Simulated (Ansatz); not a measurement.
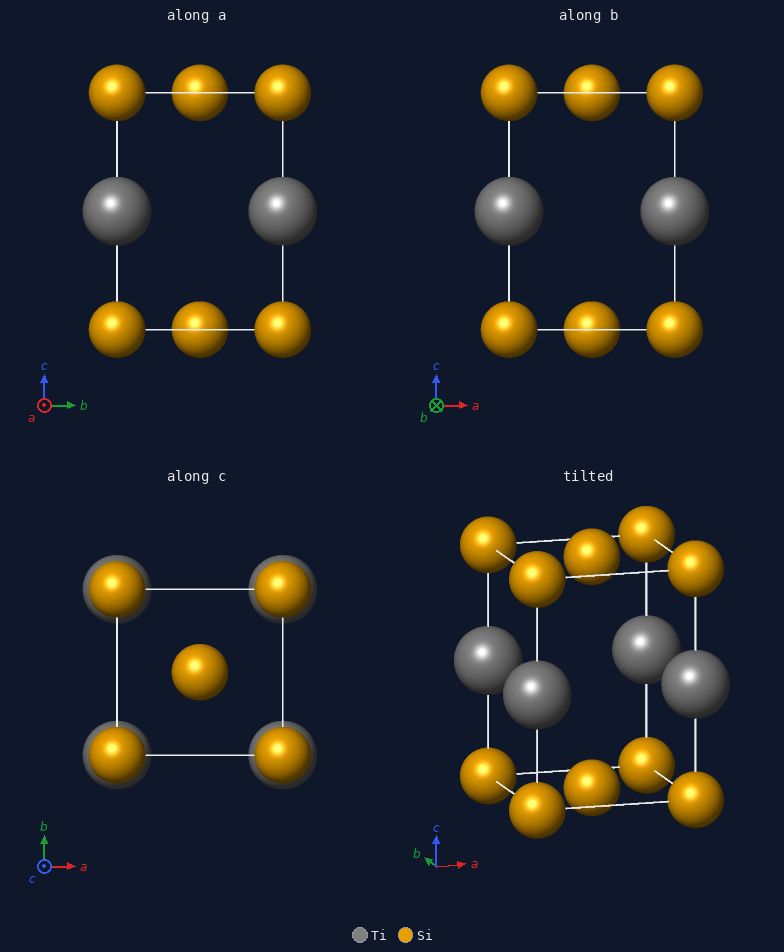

Structure drawing (spheres-only), viewed along the a axis, along the b axis, along the c axis and slightly off an axis. One conventional unit cell is framed, with atoms on its boundary repeated.

Lattice parameters: a = 3.3963 Å, b = 3.3963 Å, c = 4.8490 Å, α = 90.000°, β = 90.000°, γ = 90.000°.

Set out the cell and atoms as a CIF with its space group and independent sites.

Answer.
```cif
data_structure
_symmetry_space_group_name_H-M 'P 4/m m m'
_symmetry_Int_Tables_number 123
_cell_length_a 3.3963
_cell_length_b 3.3963
_cell_length_c 4.8490
_cell_angle_alpha 90.000
_cell_angle_beta 90.000
_cell_angle_gamma 90.000
_cell_volume 55.93
loop_
_atom_site_label
_atom_site_type_symbol
_atom_site_symmetry_multiplicity
_atom_site_Wyckoff_symbol
_atom_site_fract_x
_atom_site_fract_y
_atom_site_fract_z
_atom_site_occupancy
Ti1 Ti 1 b 0.0000 0.0000 0.5000 1
Si1 Si 1 c 0.5000 0.5000 0.0000 1
Si2 Si 1 a 0.0000 0.0000 0.0000 1
```

The initial geometry was a random cell made by a generator, so it need not be a real form of the compound. Earlier steps of the study, as a rule a relaxation of our own, may have changed the cell and positions, so they can lie some per cent off the listed ones. Ansatz was used for an electronic-structure calculation on it.
